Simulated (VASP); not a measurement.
# A series of single points on HfN

System: HfN (2 atoms in the cell).
Method: Kohn-Sham DFT of a periodic cell, PBEsol, VASP PAW PBE potentials, recommended, no spin polarisation (VASP 6.6.1).

The 7 runs differ only in the geometry, by an even scaling of the cell at fixed fractional positions. The structure derives from a Materials Project entry.

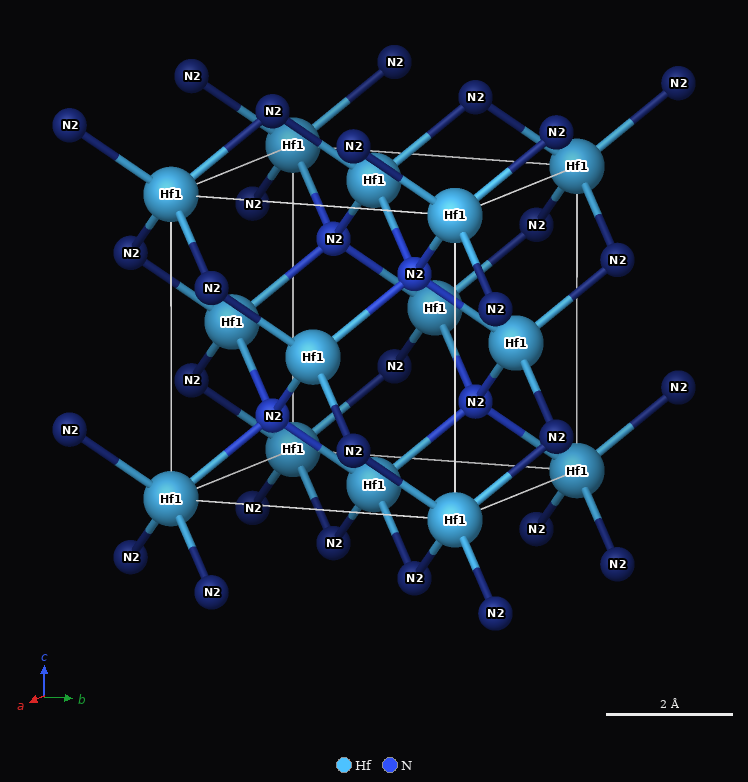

Figure 1. The structure of run 4 (ball-and-stick view of the cell 4 times as large as that of the calculation, set on its symmetry axes, seen slightly off an axis; neighbours outside the cell are drawn fainter; atoms are numbered from 1 in the order of the input).

### INCAR of run 4
```
PREC = Accurate ; ENCUT = 520
EDIFF = 1E-7 ; ISMEAR = -1
SIGMA = 0.05 ; LREAL = F
LASPH = T ; NELM = 60
ALGO = Normal ; ISIF = 2
LWAVE = F ; LCHARG = T
GGA = PS ; LELF = T
LVHAR = T ; NBANDS = 14
```

### KPOINTS of run 4
```
Automatic mesh
0
Gamma
  9 9 9
```

### POSCAR of run 4
```
HfN
1.0
    0.0000000000      2.4548220000      2.4548220000
    2.4548220000      0.0000000000      2.4548220000
    2.4548220000      2.4548220000      0.0000000000
Hf N
1 1
Direct
    0.0000000000      0.0000000000      0.0000000000
    0.2500000000      0.2500000000      0.2500000000
```

Command:
```bash
cat potpaw_PBE.64/Hf_pv/POTCAR potpaw_PBE.64/N/POTCAR > POTCAR
mpirun -np 1 vasp_std > vasp.out
```

Lattice vectors (Å) and fractional positions of run 4:
```
   0.000000    2.454822    2.454822
   2.454822    0.000000    2.454822
   2.454822    2.454822    0.000000
Hf  0.000000  0.000000  0.000000
N   0.250000  0.250000  0.250000
```

Run 6 has the same physical settings and fractional positions; its lattice vectors (Å) are:
```
   0.000000    2.487126    2.487126
   2.487126    0.000000    2.487126
   2.487126    2.487126    0.000000
```

### Results, with one run withheld

```tsv
run	volume per atom (Å³)	free energy per atom, from the lowest run given (meV)	pressure (GPa)
1	13.906	8.79	6.96
2	14.201	0.23	2.20
3	14.497	0.00	−2.06
4	14.793	7.26	−5.91
5	15.089	21.28	−9.39
6	15.385	?	?
7	15.681	67.01	−15.33
```

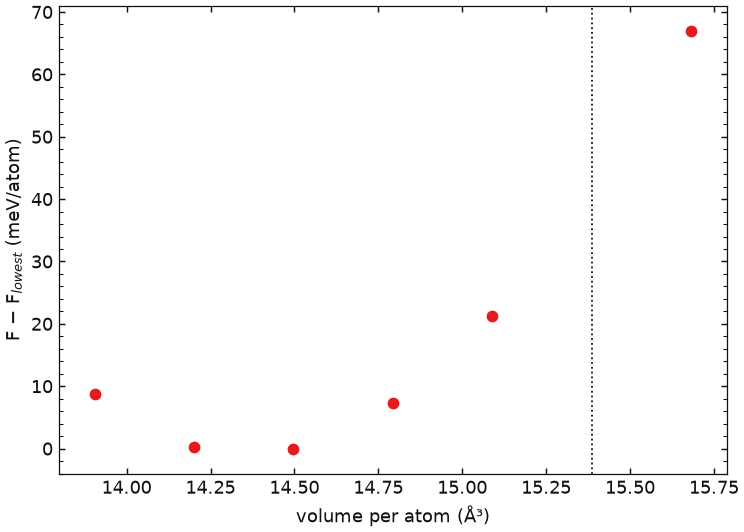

Figure 2. Free energy per atom of the runs given; the dotted line marks run 6.

Fit the runs given and predict run 6.

A cubic polynomial in V^(−2/3) (the Birch–Murnaghan form), fitted to the 6 runs given, misses them by at most 0.01 meV per atom. With x = V^(−2/3) − 0.16683 Å⁻², it reads F = 3.5203 − 3576.1 x + 7.2667e+05 x² + 2.3082e+05 x³ (meV per atom). At run 6 it gives 41.40 meV per atom, and the run itself gives 41.41. The slope of the fit gives a pressure −dF/dV of −12.43 GPa there, and the run prints −12.52 GPa. The two needn't agree exactly: the fit is approximate, and the printed stress is taken on a finite basis. The fit has its minimum at 14.357 Å³ per atom, where V d²F/dV² gives 207 GPa: the bulk modulus at this level, since symmetry fixes the shape and the positions.

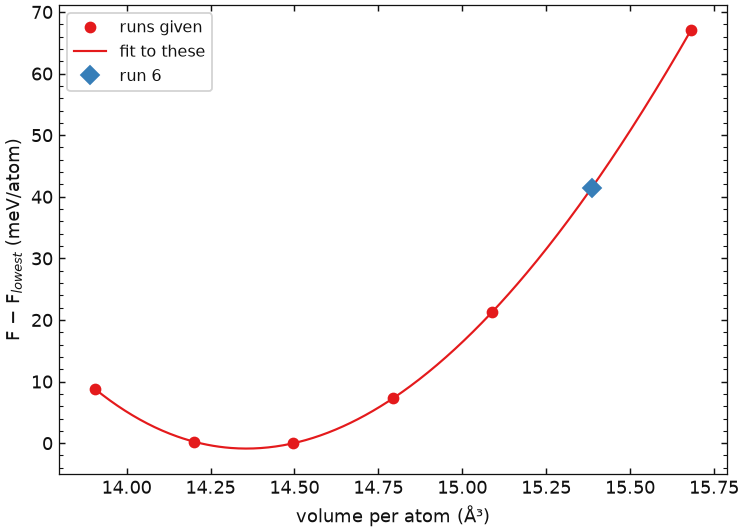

Figure 3. The fit and the withheld run.

### OSZICAR and lines of OUTCAR (run 6)
```
N       E                     dE             d eps       ncg     rms          rms(c)
DAV:   1     0.426796348755E+02    0.42680E+02   -0.75919E+03   988   0.968E+02
DAV:   2    -0.228211661198E+02   -0.65501E+02   -0.61167E+02  1336   0.234E+02
DAV:   3    -0.255102358577E+02   -0.26891E+01   -0.26794E+01  1160   0.391E+01
DAV:   4    -0.255259009228E+02   -0.15665E-01   -0.15664E-01  1178   0.360E+00
DAV:   5    -0.255260652832E+02   -0.16436E-03   -0.16436E-03  1136   0.325E-01    0.508E+01
DAV:   6    -0.223688370741E+02    0.31572E+01   -0.12207E+01  1082   0.234E+01    0.374E+01
DAV:   7    -0.222195470406E+02    0.14929E+00   -0.72891E-01  1046   0.741E+00    0.241E+01
DAV:   8    -0.221973861107E+02    0.22161E-01   -0.14320E-01  1148   0.325E+00    0.661E+00
DAV:   9    -0.221873345489E+02    0.10052E-01   -0.26536E-02  1082   0.122E+00    0.173E+00
DAV:  10    -0.221871959013E+02    0.13865E-03   -0.17919E-03  1214   0.369E-01    0.356E-01
DAV:  11    -0.221871439944E+02    0.51907E-04   -0.14914E-04  1088   0.110E-01    0.844E-02
DAV:  12    -0.221871422498E+02    0.17446E-05   -0.21233E-05  1316   0.352E-02    0.246E-02
DAV:  13    -0.221871421588E+02    0.91074E-07   -0.90944E-07  1076   0.868E-03
   1 F= -.22187142E+02 E0= -.22184068E+02  d E =-.614765E-02
[... from OUTCAR:]
  free energy    TOTEN  =       -22.18714216 eV
  energy without entropy =      -22.18099451  energy(sigma->0) =      -22.18406833
 E-fermi :   5.2802     XC(G=0): -11.2122     alpha+bet :-11.4958
  free  energy   TOTEN  =       -22.1871421588 eV
  energy  without entropy=      -22.1809945059  energy(sigma->0) =      -22.18406833
```

Notes: Spin–orbit coupling is left out, which matters for Hf. The cell holds an odd number of electrons but the run has no spin polarisation, so it comes out as a metal.
